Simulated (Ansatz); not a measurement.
```
Ag
1.0
     2.94609    0.00000    0.00000
    -1.47305    2.55139    0.00000
     0.00000    0.00000   21.61395
Ag
9
Direct
  0.66667 0.33333 0.33333
  0.33333 0.66667 0.66667
  0.00000 0.00000 0.00000
  0.00000 0.00000 0.77772
  0.66667 0.33333 0.11105
  0.33333 0.66667 0.44439
  0.66667 0.33333 0.55561
  0.33333 0.66667 0.88895
  0.00000 0.00000 0.22228
```

Space group R-3m. This isn't the usual form at ambient conditions. The cell comes from a database of computed structures, not from a measurement.

Method: Ansatz 0.2.0, DFT PBE, scalar-relativistic, plane waves, PAW.

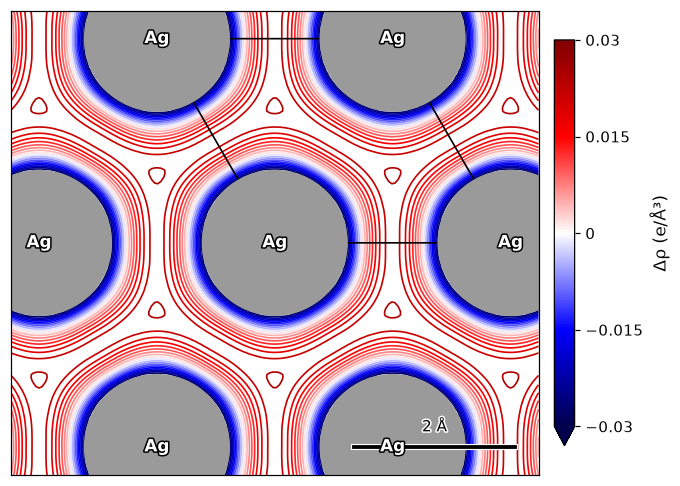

Ag. Deformation density (self-consistent density less superposed neutral spherical atoms): a map on the (001) plane of the conventional cell, with grey discs over the atomic cores. Cores are masked to 0.9 Å (Ag).

Core electrons are frozen (PAW), so the fields are smoothed inside the atomic spheres.

Q: What does the deformation density say about the bonding?

A: Ag–Ag (2.94 Å): Δρ is +0.02 e/Å³ at the midpoint. Over the whole cell, outside the masked cores, the largest gain, 0.03 e/Å³, lies 1.8 Å from a silver nucleus, and the largest loss lies at the edge of the masked core of Ag. In all about 0.20 e an atom is rearranged against the free atoms.

The run took 2.5 min on 1 thread of Arm Neoverse N1, on a shared host, peak memory 1.1 GiB.
